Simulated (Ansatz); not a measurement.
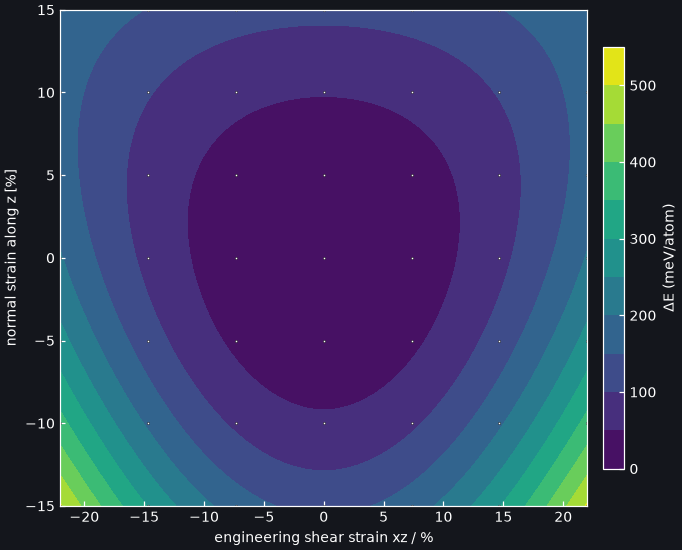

CdSe (F-43m, No. 216; 2 atoms in the cell). 
- The energy is mapped over two homogeneous strains.
- Coordinates scanned: (1) engineering shear strain xz; (2) normal strain along z.
- Nothing is relaxed (fractional coordinates fixed).
- The grid has 7 × 7 points; 28 points were computed and 21 follow by symmetry.
- Points are written as (first, second).
- Energies are in meV/atom, from the lowest grid point.
- The band gap closes in part of the range.
- Computed with DFT PBEsol, scalar-relativistic, plane waves, PAW in Ansatz. Settings: cutoff 420 eV, k-mesh 10×10×10, gaussian smearing 0.05 eV, no spin polarisation.

In the figure: filled contours, dots at the grid points. Between grid points the surface is interpolated.

The lowest grid point is at (0.0 %, 0 %). No other kind of well shows on this grid. The highest grid point, (−22.0 %, −15 %), lies 505 meV/atom above the lowest. Round the minimum the two coordinates are nearly uncoupled.

The level of theory is changed to Ansatz 0.2.0, DFT PBE, scalar-relativistic, plane waves, PAW; with it change the cell, relaxed at the new level (first cell vector 4.382 Å, before 4.301 Å).

Question: What will the new map look like?

Answer: The lowest place stays at (0.0 %, 0 %). The span from the lowest to the highest grid point shrinks from 505 to 462 meV/atom. The curvature at the minimum changes from about 45 to 38 GPa along engineering shear strain xz and from about 64 to 56 GPa along normal strain along z.

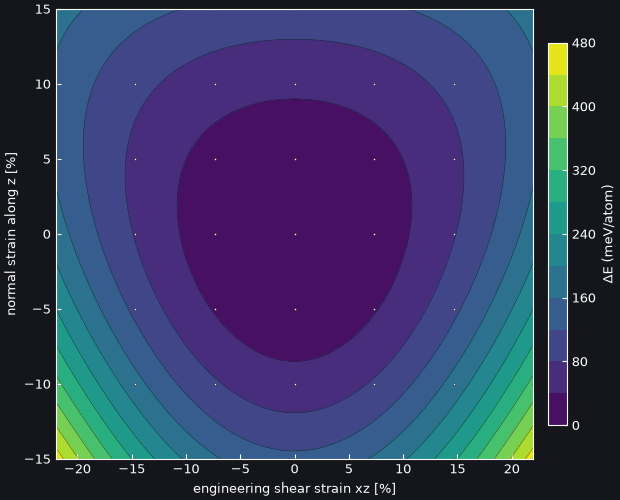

The map after the change, on a colour scale of its own. Drawn: filled contours, dots at the grid points. Between grid points the surface is interpolated.
